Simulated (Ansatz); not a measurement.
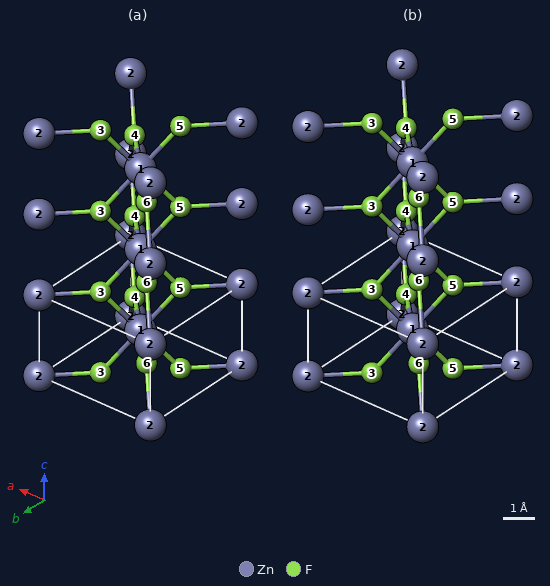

Left: solid ZnF$_{2}$ (set up in P4_2/mnm). Right: the same structure after one change, at the same scale. A ball-and-stick model of the cell of the calculation, repeated 1 × 1 × 3 with one cell outlined, seen from a free direction.

Level of theory: DFT r2SCAN, scalar-relativistic, plane waves, PAW (Ansatz). Settings: plane-wave cutoff 500 eV; k-point mesh 6 × 6 × 8; occupations gaussian; smearing width 0.02 eV; no spin polarisation.

Which change leads from the left to the right?

Answer. Equal strain along all axes, +3.0 %, is applied. The cell is then held and the atoms relaxed.

And its effect?

Answer. The volume changes by +9.3 %, with a = b 4.703 → 4.844 Å (+3.0 %), c 3.127 → 3.221 Å (+3.0 %). The largest moves relative to the cell, 0.025 Å, are those of F3, F4, F5 and F6. F4 goes along [1 −1 0]. Zn stays in place. Among the bonded contacts that change: F–Zn 2.016 → 2.101 Å, F–Zn 2.039 → 2.085 Å. The space group stays P4_2/mnm (No. 136). The energy rises by 31.0 meV per atom. The pressure goes from 0.0 to −8.5 GPa. The principal stresses (compression positive) are −10.0 GPa along c and −7.8 GPa across it.
